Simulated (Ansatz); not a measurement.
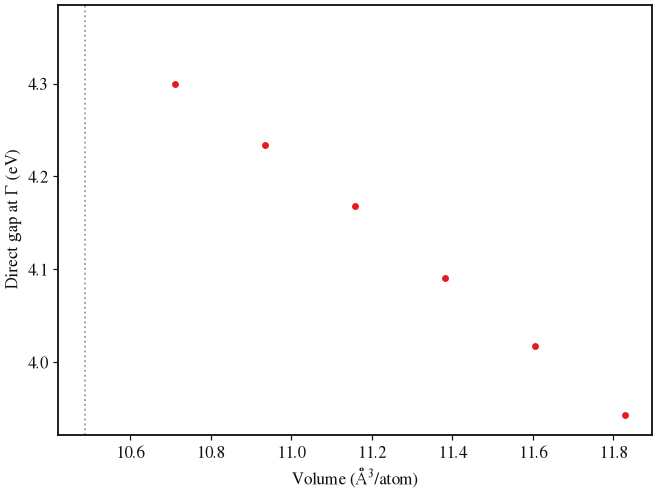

Direct gap at Γ. One run is left out (dotted line).

System: ZrO2, space group P4_2/nmc, 6 atoms in the cell. The cell is scaled at fixed shape and fractional positions. At 11.16 Å³/atom, a = 3.596 Å, c = 5.177 Å (tetragonal axes). Computed with Ansatz: RPBE with D4 dispersion, Ansatz PAW, no spin polarisation, no spin-orbit coupling, 7×7×5 k mesh, 420 eV cutoff, Fermi-Dirac smearing of 0.05 eV.

```
       volume  Γ (eV)
10.71 Å³/atom    4.30
10.93 Å³/atom    4.23
11.16 Å³/atom    4.17
11.38 Å³/atom    4.09
11.60 Å³/atom    4.02
11.83 Å³/atom    3.94
```

### What does the missing run, at 10.49 Å³/atom, give?

A fit through the other points against the logarithm of the volume gives 4.38 eV at Γ (a straight line). The run itself gives 4.36 eV, within 0.02 eV of the estimate.

The smallest gap over all k points computed is 4.23, 4.17, 4.12, 4.06, 4.00, 3.94 and 3.87 eV in turn; it lies up to 0.13 eV under the lowest value plotted. The PAW data sets were made with another functional. LDA, GGA and most meta-GGA functionals understate gaps. The usual form of ZrO2 is monoclinic. A mesh with an odd division misses points of the zone boundary, where a smaller gap can lie.
